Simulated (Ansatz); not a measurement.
Ta₅N₄ (slab)

```cif
data_structure
_symmetry_space_group_name_H-M 'P 1'
_symmetry_Int_Tables_number 1
_cell_length_a 2.9240
_cell_length_b 2.9240
_cell_length_c 26.4829
_cell_angle_alpha 90.000
_cell_angle_beta 90.000
_cell_angle_gamma 120.000
_cell_volume 196.09
loop_
_atom_site_label
_atom_site_type_symbol
_atom_site_fract_x
_atom_site_fract_y
_atom_site_fract_z
_atom_site_occupancy
Ta1 Ta 0.33333 0.66667 0.28320 1
N1 N 0.00000 0.00000 0.33740 1
Ta2 Ta 0.33333 0.66667 0.39160 1
N2 N 0.00000 0.00000 0.44580 1
Ta3 Ta 0.33333 0.66667 0.50000 1
N3 N 0.00000 0.00000 0.55420 1
Ta4 Ta 0.33333 0.66667 0.60840 1
N4 N 0.00000 0.00000 0.66260 1
Ta5 Ta 0.33333 0.66667 0.71680 1
```

Not relaxed (largest force 0.4 eV/Å); computed without spin polarisation.

All numbers below come from DFT PBEsol, scalar-relativistic, plane waves, PAW in Ansatz.

Question: What will maps of the valence pseudo-density and electron localisation function show?

Answer: Ta–N (2.22 Å): the density is about 0.55 e/Å³ at the midpoint; the ELF peaks at about 0.80 in the valence shell of N, 0.7 Å from its nucleus, and is about 0.20 at the midpoint: no localised pair shows between them.
Ta–Ta (2.87 Å): the density is about 0.3 e/Å³ at the midpoint; the ELF is about 0.30 at the midpoint; no shared electron pair shows on this line.

Question: Does the calculation make it a metal, or give it a gap?

Answer: It is metallic or semimetallic at this level of theory: no gap opens.

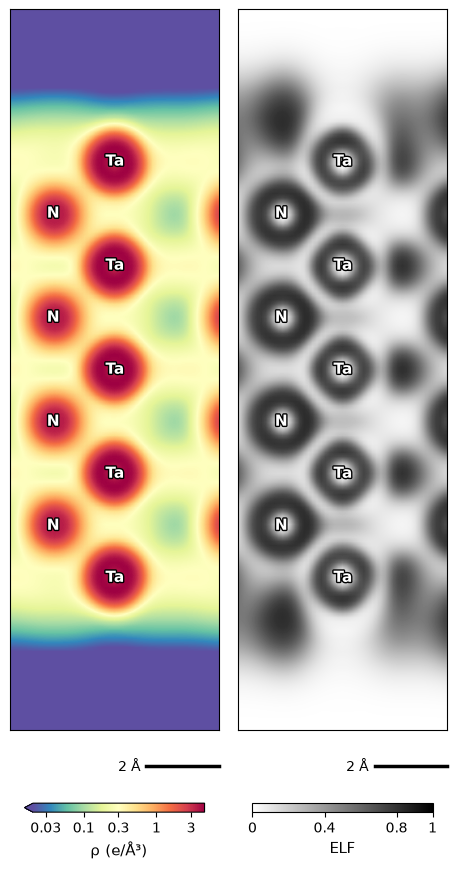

Computed valence pseudo-density and electron localisation function on the (110) plane of the calculation cell, a cut from vacuum to vacuum, in this order. 
